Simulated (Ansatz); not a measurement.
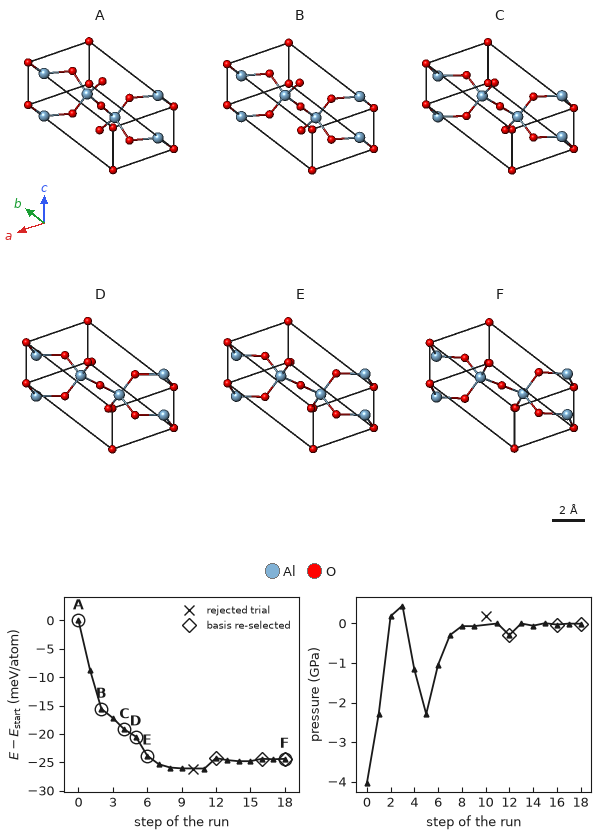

Frames of a relaxation of crystalline Al2O3 (set up in Pnnm), marked on the history of the run. The picture is a ball-and-stick view of the cell of the calculation, seen from a free direction.

The run lets cell and atoms move.

Theory: Ansatz, Kohn-Sham DFT of a periodic cell, PBEsol with D3(BJ), Ansatz PAW.

Input
```yaml
crystal:
  lattice:
    - [4.613777, 0.0, 0.0]
    - [0.0, 9.563279, 0.0]
    - [0.0, 0.0, 3.119862]
  atoms:
    - { symbol: Al, position: [0.982975, 0.824573, 0.0] }
    - { symbol: Al, position: [0.017025, 0.175427, 0.0] }
    - { symbol: Al, position: [0.482975, 0.675427, 0.5] }
    - { symbol: Al, position: [0.517025, 0.324573, 0.5] }
    - { symbol: O, position: [0.5, 0.5, 0.5] }
    - { symbol: O, position: [0.123635, 0.75305, 0.5] }
    - { symbol: O, position: [0.376365, 0.25305, 0.0] }
    - { symbol: O, position: [0.623635, 0.74695, 0.0] }
    - { symbol: O, position: [0.0, 0.0, 0.0] }
    - { symbol: O, position: [0.876365, 0.24695, 0.5] }
hamiltonian:
  xc: pbesol
  pseudopotentials: { kind: paw }
  dispersion: d3bj
kpoints:
  mp_grid: { grid: [5, 3, 7] }
scf:
  occupations: { method: fermi_dirac, width: 0.05 }
output:
  forces: true
  stress: true
  eigenvalues: true
relax:
  f_tol: 0.01
  max_steps: 40
  cell: { stress_tol: 0.05 }
```

Command:
```bash
ansatz run input.yaml --threads 4 --pin off --max-ram 11264MiB --backend cpu --events-out ev --progress --plain --runs-dir out
```

Question: What happens along the run?

Answer: The largest moves relative to the cell, 0.95 Å, are those of O atoms. By element the largest moves are O 0.95 Å, Al 0.65 Å. The volume changes by −6.6 %, with a 4.614 → 4.504 Å (−2.4 %), b 9.563 → 9.538 Å (−0.3 %), c 3.120 → 2.993 Å (−4.1 %). Among the contacts that change: Al–O 1.823 → 1.792 Å, Al–O 1.679 → 1.675 Å. Among the angles between lasting bonds that change: O–Al–O 116.8° → 110.8°, O–Al–O 117.7° → 113.3°, Al–O–Al 117.7° → 113.3°. The space group stays Pnnm (No. 58). After 14 accepted moves (18 points after the start) the energy has fallen by 24.4 meV per atom. Largest force component: 0.16 eV/Å at the start, 0.00064 eV/Å at the end. Pressure: −4.05 GPa at the start and −0.01 GPa at the end. The line search rejected the trial step at point 10 of the run. At 3 points the geometry stayed and the basis and grid were re-selected for the new cell (energy shift of 1.8 meV per atom at most each time). From step 0 to 2: O atoms move most (0.18 Å), volume −2.2 %, energy −15.6 meV per atom. From step 2 to 4: O atoms move most (0.28 Å), volume +1.2 %, energy −3.6 meV per atom. From step 4 to 5: O atoms move most (0.19 Å), volume −0.2 %, energy −1.3 meV per atom. From step 5 to 6: O atoms move most (0.11 Å), volume −1.8 %, energy −3.4 meV per atom. From step 6 to 18: O atoms move most (0.22 Å), volume −3.7 %, energy −0.6 meV per atom.
